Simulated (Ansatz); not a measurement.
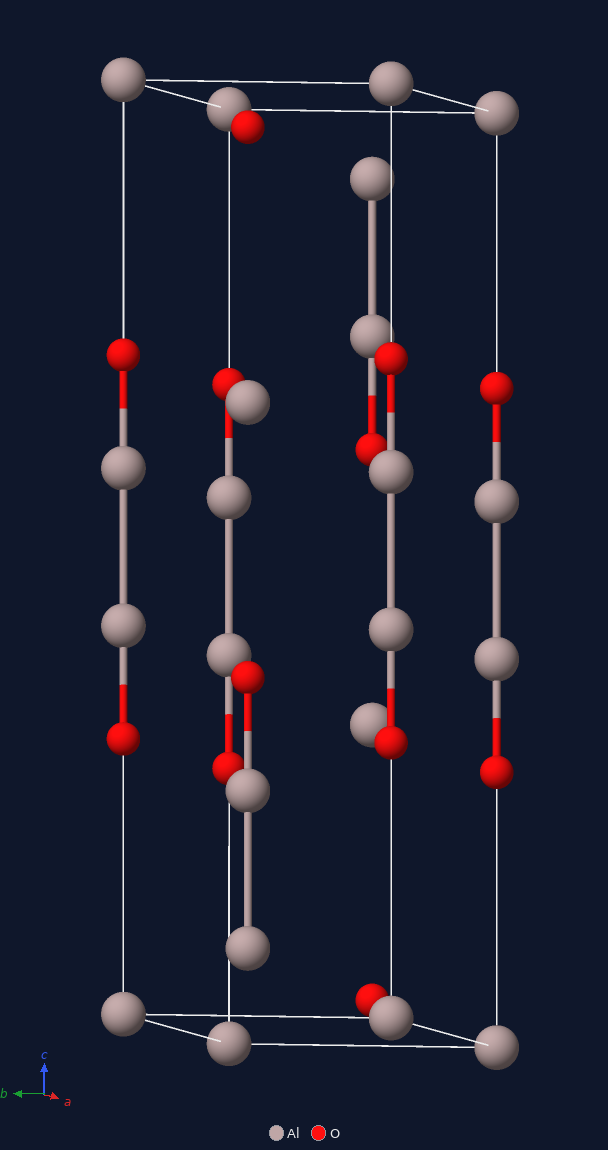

Drawn in the ball-and-stick manner and seen from a general direction. Thin lines show the conventional unit cell, with boundary atoms drawn in all their periodic places.

Al3O2, space group R-3m (No. 166), a = 4.26 Å, b = 4.26 Å, c = 14.87 Å, α = 90.00°, β = 90.00°, γ = 120.00°.

Run with DFT PBE, scalar-relativistic, plane waves, PAW in Ansatz and these settings: a basis cut at 420 eV, k-points about 0.15 Å⁻¹ apart, Gaussian smearing of 0.1 eV, no spin polarisation.

What is the electronic character?

Answer. A metal: bands cross the Fermi level.

What is the computed pressure?

Answer. The computed pressure is 0.0 GPa, close to zero.

The model was built from a structure type filled with these elements by a generator (whether the compound takes this form wasn't checked). Earlier steps of the study may have refined or changed the cell and positions. A calculation with Ansatz used it as input.
